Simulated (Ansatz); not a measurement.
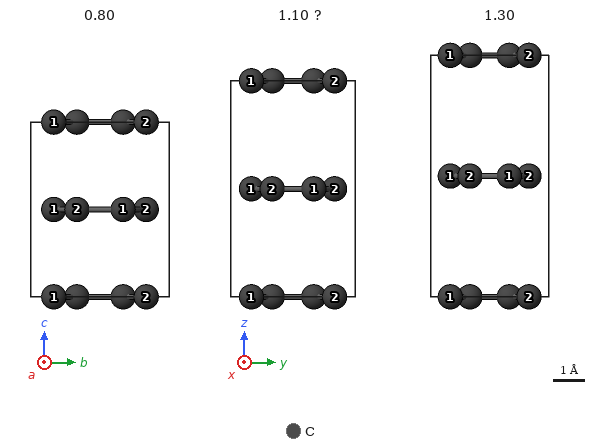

Energy scan for a crystal of C (Fmmm), in which the ratio of the cell's length along z to its lengths across, counted as 1 for the reference, is changed at fixed volume (a c/a path), with the atoms kept at their fractional coordinates. x, y and z are the Cartesian axes of the input. The picture is a ball-and-stick view of the conventional cell (4 times the calculation's cell), repeated 1 × 1 × 1 with one cell outlined, seen along the a axis. Lengths and directions refer to the drawn axes.

Theory: DFT LDA, scalar-relativistic, plane waves, PAW (Ansatz). Set-up: plane-wave cutoff 420 eV; k-point mesh 14 × 14 × 14; occupations gaussian; smearing width 0.05 eV; no spin polarisation. Energies (free energies at the smearing named) are counted from the cell as listed in its source, which wasn't relaxed.

| axial ratio over its reference value | energy change (meV/atom) |
| --- | --- |
| 0.80 | 425 |
| 0.85 | 239 |
| 0.92 | 73 |
| 0.96 | 22 |
| 1.00 | 0 |
| 1.05 | 9 |
| 1.10 | ? |
| 1.20 | 247 |
| 1.30 | 557 |

Question: Fill in the missing row.

Answer: A straight line between the two neighbours gives 88 meV/atom. A cubic through the four nearest rows (1.00, 1.05, 1.20, 1.30) gives, with Lagrange weights, (−0.3333)(0) + (1.0667)(9) + (0.3333)(247) + (−0.0667)(557) = 55 meV/atom. The calculation gives 55 meV/atom, so the cubic is right to the digits shown and the straight line 33 meV/atom too high, as the curve bends upwards here.

The whole profile:

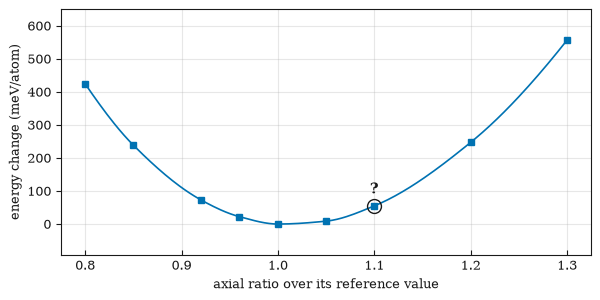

Limits of the set-up: layers or molecules are held without a dispersion correction, so their spacing is unreliable.
